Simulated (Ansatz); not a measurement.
Input file:

```
crystal:
  lattice:
    - [7.6018664758, 0.0, 0.0]
    - [0.0, 2.6120065071, 3.049635878]
    - [0.0, -2.6120065071, 3.049635878]
  atoms:
    - { symbol: Ga, position: [0.5544392071, 0.8357963196, 0.3357963196] }
    - { symbol: Ga, position: [0.1609982111, 0.6229207876, 0.1229207876] }
    - { symbol: Ga, position: [0.4455607929, 0.3357963196, 0.8357963196] }
    - { symbol: Ga, position: [0.8390017889, 0.1229207876, 0.6229207876] }
    - { symbol: As, position: [0.1763542848, 0.0391349498, 0.5391349498] }
    - { symbol: As, position: [0.8236457152, 0.5391349498, 0.0391349498] }
basis:
  ecutwfc: 420
kpoints:
  mp_grid: { grid: [6, 10, 10] }
hamiltonian:
  xc: pbe
scf:
  occupations: { method: gaussian, width: 0.1 }
output:
  forces: true
  stress: true
  eigenvalues: true
  write_density: true
  write_potential: true
  elf: true
  volumetric_format: npy
relax:
  adjacent_minimum: "off"
  f_tol: 0.01
  max_steps: 80
  cell: { stress_tol: 0.05 }
```

Launched as:

```sh
ansatz run input.yaml --threads 1 --pin off --max-ram 2560MiB --backend cpu --events-out ev --progress --plain --runs-dir out
```

Below, planes, directions and counts refer to the conventional cell (a = 7.60 Å, b = 5.22 Å, c = 6.10 Å, α = 90.00°, β = 90.00°, γ = 90.00°).

The fields are those of the relaxed geometry.

Space group Aem2; a structure generated by program, which may or may not match a known phase; changed on purpose from its base cell (the structure that the rattled cell fell into).

Computed with DFT PBE, scalar-relativistic, plane waves, PAW (Ansatz).

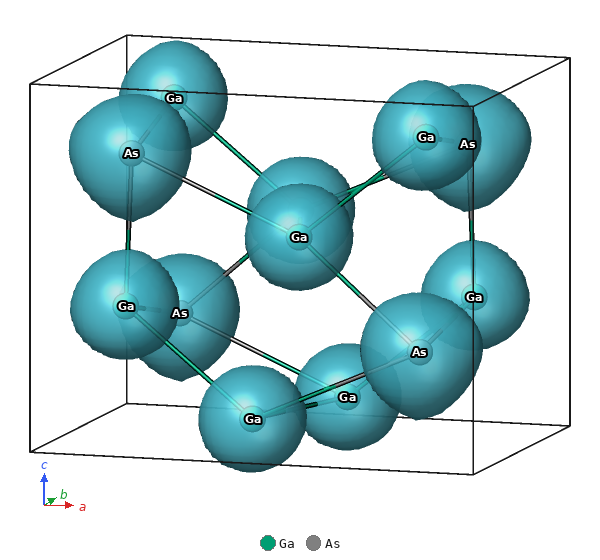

Ga₂As. Isosurface of the valence electron density at 0.5 e/Å³ (cyan), seen slightly off an axis. Sticks mark near contacts.

In a PAW calculation such maps are meaningful between the atoms, not at the nuclei.

Question: How is the density connected at this value?

Answer: At this value the density breaks into separate islands; it holds about 75 % of the electrons treated as valence (semicore included). It bridges none of the near contacts. It is pinched off along the shortest Ga–As (2.53 Å), Ga–Ga (2.73 Å), Ga–As (2.61 Å) and Ga–As (2.66 Å) contacts. On the grid the lowest density along these lines, outside the cores, is 0.41 e/Å³ (Ga–As, 2.53 Å), 0.26 e/Å³ (Ga–Ga, 2.73 Å), 0.36 e/Å³ (Ga–As, 2.61 Å) and 0.31 e/Å³ (Ga–As, 2.66 Å).

Question: Metal or insulator at this level of theory?

Answer: It is gapless in this calculation (a metal or semimetal).
